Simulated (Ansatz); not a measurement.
## Run report: TaSi2, geometry relaxation (part 1 of 2)

- system: TaSi2 (9 atoms in the cell)
- method: DFT PBEsol, scalar-relativistic, plane waves, PAW, no spin polarisation (Ansatz 0.2.0)

The structure derives from an entry of the Crystallography Open Database. Figures and captions count atoms from 1; the log counts them from 0 in places.

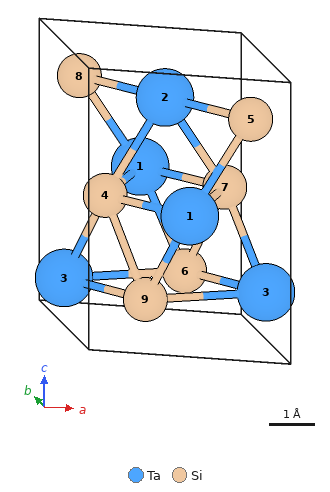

The structure as given in the input (ball-and-stick view of the cell of the calculation, seen slightly off an axis; atoms are numbered from 1 in the order of the input). An atom can appear more than once, as a periodic image.

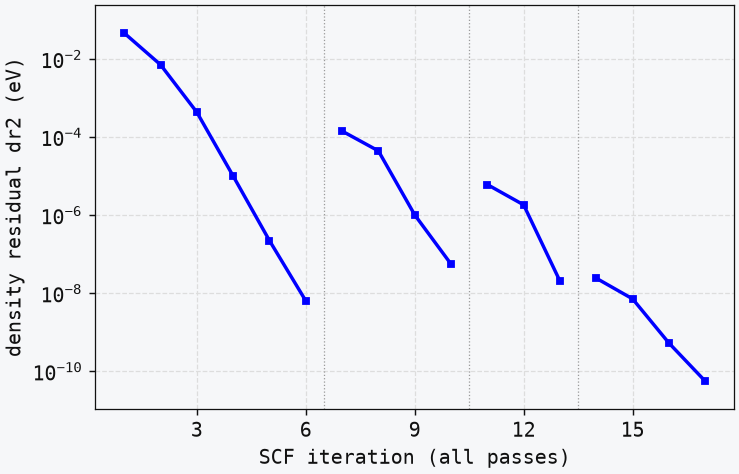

Convergence of the self-consistent field: density residual dr2 against the SCF iteration. The dotted lines part the SCF passes of the relaxation: geometry steps, rejected trials and re-solves on a re-selected basis. The passes take 6, 4, 3 and 4 iterations.

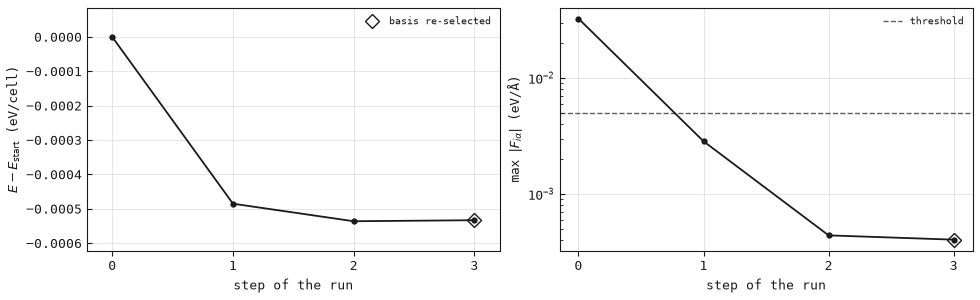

Progress of the relaxation, step by step (the first geometry is step 0 here and step 1 in the log). Over 2 geometry steps the energy falls by 0.5 meV per cell of the calculation. The largest force component goes from 0.033 to 0.0004 eV/Å. Pressure: −0.08 GPa at the start and 0.01 GPa at the end. No atom moves by more than 0.005 Å relative to the cell. Distances before and after: Ta1–Si4 2.805 → 2.810 Å, Si4–Si7 2.631 → 2.627 Å. The space group stays P6_222 (No. 180). A last SCF at the same geometry on a re-selected plane-wave basis shifts the energy by +0.0 meV per cell of the calculation. (Atoms are counted from 1 in the order of the input.)

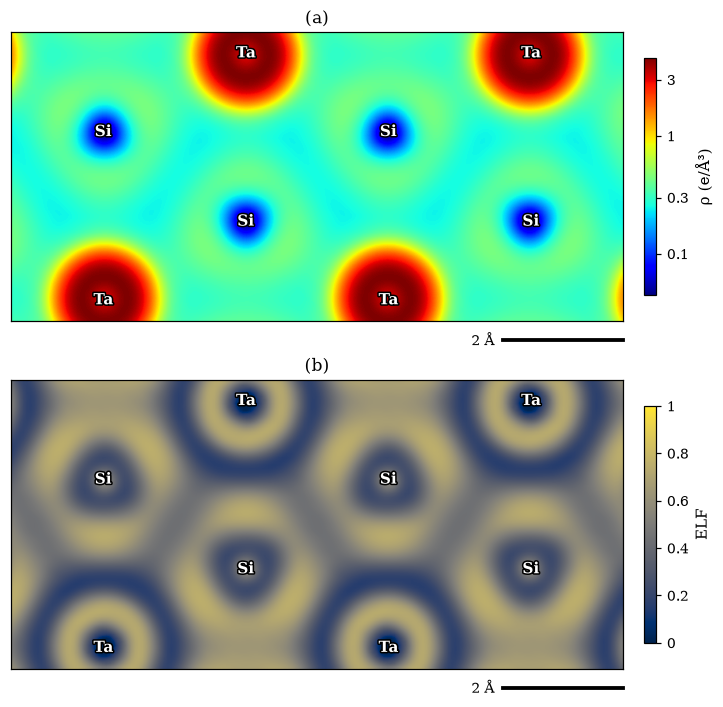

(a) valence charge density (pseudo); (b) ELF on the (001) plane of the conventional cell. The section cuts through Ta and Si sites. Ta–Si (2.72 Å): the density is about 0.34 e/Å³ at the midpoint; the ELF is about 0.40 at the midpoint. Ta–Si (2.81 Å): the density is about 0.29 e/Å³ at the midpoint; the ELF is about 0.40 at the midpoint. Away from the nuclei the density in this plane falls to 0.24 e/Å³ at its lowest. The strong features right at Ta lie inside the PAW spheres (semicore, d or f shells) and say nothing about bonding. The fields are those of the smooth PAW valence density.

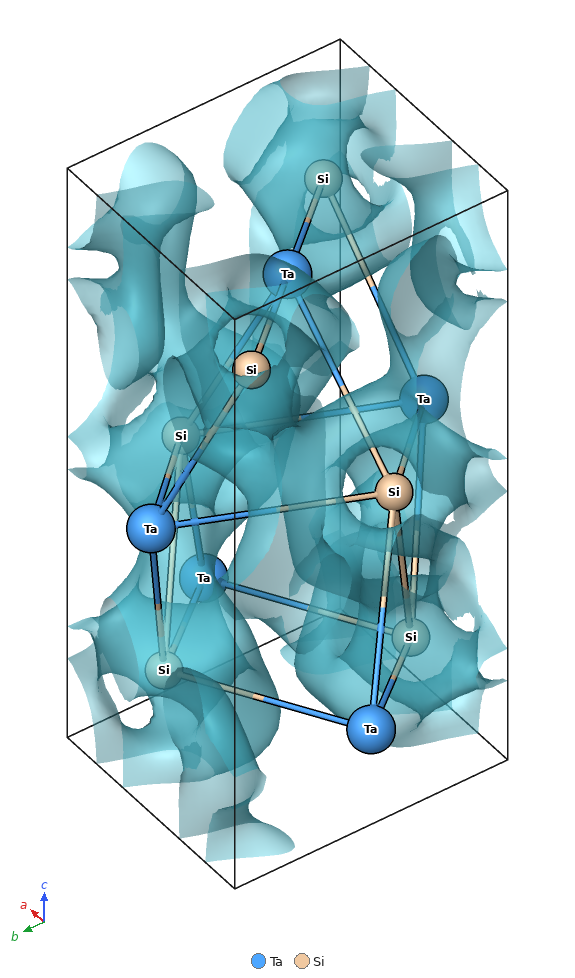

Isosurface of the ELF at 0.6 (cyan), seen at an oblique angle. Only the valence region is drawn (cores and ρ < 0.01 e/Å³ removed). Sticks mark near contacts. The outline is the cell set on symmetry axes. The ELF exceeds this value in channels that run through the cell in one direction, counted in one cell of 9 atoms. Along the contacts the grid gives the following. Si–Si (2.55 Å): the ELF peaks at about 0.75 between the atoms, as expected for localised, shared-pair bonding. Ta–Si (2.60 Å): the ELF is about 0.40 at the midpoint.

These pictures come from the run below.

## The input
```yaml
crystal:
  lattice:
    - [4.7583343988, 0.0, 0.0]
    - [-2.3791671994, 4.120838469, 0.0]
    - [0.0, 0.0, 6.56420661]
  atoms:
    - { symbol: Ta, position: [0.5, 0.0, 0.5] }
    - { symbol: Ta, position: [0.5, 0.5, 0.8333333333] }
    - { symbol: Ta, position: [0.0, 0.5, 0.1666666667] }
    - { symbol: Si, position: [0.159605865, 0.31921173, 0.5] }
    - { symbol: Si, position: [0.840394135, 0.159605865, 0.8333333333] }
    - { symbol: Si, position: [0.68078827, 0.840394135, 0.1666666667] }
    - { symbol: Si, position: [0.840394135, 0.68078827, 0.5] }
    - { symbol: Si, position: [0.159605865, 0.840394135, 0.8333333333] }
    - { symbol: Si, position: [0.31921173, 0.159605865, 0.1666666667] }
basis:
  ecutwfc: 420
kpoints:
  mp_grid: { grid: [12, 12, 6] }
hamiltonian:
  xc: pbesol
scf:
  occupations: { method: gaussian, width: 0.1 }
output:
  forces: true
  stress: true
  eigenvalues: true
  write_density: true
  write_potential: true
  elf: true
  volumetric_format: npy
relax:
  adjacent_minimum: "off"
  f_tol: 0.005
  max_steps: 80
  cell: { stress_tol: 0.05 }
```

Command:
```bash
ansatz run input.yaml --threads 2 --pin off --max-ram 5120MiB --backend cpu --events-out ev --progress --plain --runs-dir out
```

## Output
```
Engine: ansatz 0.2.0, aarch64-unknown-linux-gnu
Pseudopotentials: kind: paw
Pseudopotential: Ta, paw, valence charge 13, recommended cutoff 420 eV (normal), Ta.paw.azcp
Pseudopotential: Si, paw, valence charge 4, recommended cutoff 420 eV (normal), Si.paw.azcp
Functional definition: PBEsol
  exchange = pbesol_x
  correlation = pbesol_c
Crystal: 9 atoms, lattice volume = 128.713 Å³
Basis set: ecut = 420 eV, 2523 PW (Γ), exchange–correlation on 64×64×90 points (8 copies of the dense FFT grid, shifted against one another)
Bands: 41, of which v1, the nominal top of the filled ones, is band 32 counted from 1 (31 counted from 0)
Symmetry: 12 space group operations
Space group: P6222 (ITA 180), of the structure as read, at distance tolerance 5.0e-5 Å
k-points: 76 of 864 (time reversal used)
Non-local potential: Ta, projectors of the file, l = 0: 3, l = 1: 2, l = 2: 2, l = 3: 1
Non-local potential: Si, projectors of the file, l = 0: 2, l = 1: 2, l = 2: 2
PAW form: soft (Blöchl's): semilocal exchange-correlation on the pseudo side does not see the compensation charge
PAW frozen core: Ta, regenerated for the run's functional, and the local potential with it (the file was generated under x = pbe(κ = 0.804, μ = 0.2195149727645171), c = pbe(β = 0.06672455060314922))
PAW frozen core: Si, regenerated for the run's functional, and the local potential with it (the file was generated under x = pbe(κ = 0.804, μ = 0.2195149727645171), c = pbe(β = 0.06672455060314922))
PAW one-centre angular grid: Ta, 590 points (default); XC on 64 Gauss nodes
PAW one-centre angular grid: Si, 110 points (default); XC on 64 Gauss nodes
Initial density: superposition of atomic densities (neutral atoms: chi_scale 0, normalization atom), corrected by the library's trained network
Initial wavefunctions: pseudopotential atomic-orbital guess
Functional: x = pbesol(κ = 0.804, μ = 0.12345679012345678), c = pbesol(β = 0.046)
SCF iter   1: F=—  HF=-33153.711453 eV  |F-HF|=—  |Δ(HF+E_count)|=         —  Δρ=5.33e-3  dr2=4.64e-2  ethr=1.77e-3  ⟨swp⟩=7.0  Hψ=14603  notcnv=0
preconditioner: auto → Kerker (q_TF=auto, 2.422 Å⁻¹)  [metal: Δε(μ)=0.018 eV  Ē_g=7.395 eV  σ=0.100 eV  W_gap=0.10  n_scr=22 (ndim 8)  ℏωp=20.4 eV  f_vac=0.000  D(μ)=3.61/eV (n_scr^D=22)]
SCF iter   2: F=—  HF=-33153.704418 eV  |F-HF|=—  |Δ(HF+E_count)|=   7.04e-3  Δρ=2.66e-3  dr2=7.16e-3  ethr=7.36e-5  ⟨swp⟩=2.0  Hψ=4088  notcnv=0  defer=1
SCF iter   3: F=—  HF=-33153.703669 eV  |F-HF|=—  |Δ(HF+E_count)|=   7.50e-4  Δρ=6.88e-4  dr2=4.35e-4  ethr=1.14e-5  ⟨swp⟩=2.0  Hψ=3664  notcnv=0  defer=1
SCF iter   4: F=—  HF=-33153.703634 eV  |F-HF|=—  |Δ(HF+E_count)|=   3.45e-5  Δρ=8.79e-5  dr2=1.01e-5  ethr=6.90e-7  ⟨swp⟩=2.0  Hψ=4110  notcnv=0  defer=1
SCF iter   5: F=—  HF=-33153.703555 eV  |F-HF|=—  |Δ(HF+E_count)|=   7.91e-5  Δρ=1.13e-5  dr2=2.24e-7  ethr=1.60e-8  ⟨swp⟩=2.0  Hψ=4389  notcnv=0  defer=1
SCF iter   6: F=-33153.703555 eV  HF=-33153.703555 eV  |F-HF|=3.61e-9  |Δ(HF+E_count)|=   4.02e-8  Δρ=2.03e-6  dr2=6.41e-9  ethr=1.59e-10  ⟨swp⟩=14.0  Hψ=21859  notcnv=0
SCF 1 converged in 6 iterations: F = -33153.703555 eV  dr2 = 6.41e-9
  greatest PAW one-centre occupation: 1.000 electrons in one spin orbital (limit 2), on the Ta atom at site 2 (counted from 0), in its partial waves of l = 0
relax step   1: F+E_penalty+E_count = -33153.70355492 eV  Δ(F+E_penalty+E_count) = +0.000e0 eV  max|allowed force component| = 3.250e-2 eV/Å  Δτ_max = 0.0000 Å  P = -0.077 GPa  Ω = 128.713 Å³  (6 SCF iters, dr2 threshold 1.00e-7 eV, accepted)
Crystal: 9 atoms, lattice volume = 128.748 Å³
Initial density: handed on by an earlier stage of this run
Initial wavefunctions: those handed on with the density
iter 1 solved again at ethr=1.77e-7 eV; its pass at ethr=3.10e-3 eV (dr2=1.12e-4 eV) is discarded
SCF iter   1: F=—  HF=-33153.704164 eV  |F-HF|=—  |Δ(HF+E_count)|=         —  Δρ=3.28e-4  dr2=1.43e-4  ethr=1.77e-7  ⟨swp⟩=3.0  Hψ=14157  notcnv=0
preconditioner: auto → Kerker (q_TF=auto, 2.422 Å⁻¹)  [metal: Δε(μ)=0.016 eV  Ē_g=7.413 eV  σ=0.100 eV  W_gap=0.09  n_scr=22 (ndim 8)  ℏωp=20.4 eV  f_vac=0.000  D(μ)=3.52/eV (n_scr^D=22)]
SCF iter   2: F=—  HF=-33153.704057 eV  |F-HF|=—  |Δ(HF+E_count)|=   1.08e-4  Δρ=1.81e-4  dr2=4.44e-5  ethr=1.77e-7  ⟨swp⟩=1.0  Hψ=3117  notcnv=0
SCF iter   3: F=—  HF=-33153.704040 eV  |F-HF|=—  |Δ(HF+E_count)|=   1.64e-5  Δρ=2.30e-5  dr2=1.02e-6  ethr=7.04e-8  ⟨swp⟩=2.7  Hψ=4725  notcnv=0
SCF iter   4: F=-33153.704040 eV  HF=-33153.704040 eV  |F-HF|=3.10e-8  |Δ(HF+E_count)|=   2.81e-7  Δρ=6.42e-6  dr2=5.59e-8  ethr=6.99e-10  ⟨swp⟩=11.0  Hψ=22035  notcnv=0
SCF 2 converged in 4 iterations: F = -33153.704040 eV  dr2 = 5.59e-8
  greatest PAW one-centre occupation: 1.000 electrons in one spin orbital (limit 2), on the Ta atom at site 0 (counted from 0), in its partial waves of l = 0
relax step   2: F+E_penalty+E_count = -33153.70403999 eV  Δ(F+E_penalty+E_count) = -4.851e-4 eV  max|allowed force component| = 2.849e-3 eV/Å  Δτ_max = 0.0027 Å  P = -0.078 GPa  Ω = 128.748 Å³  energy of the carried Pulay correction = -1.047e-5 eV  (4 SCF iters, dr2 threshold 4.41e-7 eV, accepted)
Crystal: 9 atoms, lattice volume = 128.684 Å³
iter 1 solved again at ethr=6.99e-9 eV; its pass at ethr=3.10e-3 eV (dr2=4.40e-6 eV) is discarded
SCF iter   1: F=—  HF=-33153.704167 eV  |F-HF|=—  |Δ(HF+E_count)|=         —  Δρ=6.35e-5  dr2=6.09e-6  ethr=6.99e-9  ⟨swp⟩=3.1  Hψ=14470  notcnv=0
preconditioner: auto → Kerker (q_TF=auto, 2.422 Å⁻¹)  [metal: Δε(μ)=0.018 eV  Ē_g=7.415 eV  σ=0.100 eV  W_gap=0.10  n_scr=22 (ndim 8)  ℏωp=20.4 eV  f_vac=0.000  D(μ)=3.53/eV (n_scr^D=22)]
SCF iter   2: F=—  HF=-33153.704092 eV  |F-HF|=—  |Δ(HF+E_count)|=   7.53e-5  Δρ=3.50e-5  dr2=1.84e-6  ethr=6.99e-9  ⟨swp⟩=2.3  Hψ=4552  notcnv=0
SCF iter   3: F=-33153.704091 eV  HF=-33153.704091 eV  |F-HF|=1.24e-8  |Δ(HF+E_count)|=   7.01e-7  Δρ=3.66e-6  dr2=2.05e-8  ethr=6.26e-11  ⟨swp⟩=7.4  Hψ=21138  notcnv=0
SCF 3 converged in 3 iterations: F = -33153.704091 eV  dr2 = 2.05e-8
relax step   3: F+E_penalty+E_count = -33153.70409116 eV  Δ(F+E_penalty+E_count) = -5.118e-5 eV  max|allowed force component| = 4.409e-4 eV/Å  Δτ_max = 0.0001 Å  P = +0.010 GPa  Ω = 128.684 Å³  energy of the carried Pulay correction = +8.600e-6 eV  (3 SCF iters, dr2 threshold 3.95e-8 eV, accepted)
Initial wavefunctions: pseudopotential atomic-orbital guess (no wavefunctions were taken with the density)
iter 1 solved again at ethr=3.21e-7 eV; its pass at ethr=3.10e-3 eV (dr2=2.02e-4 eV) is discarded
```
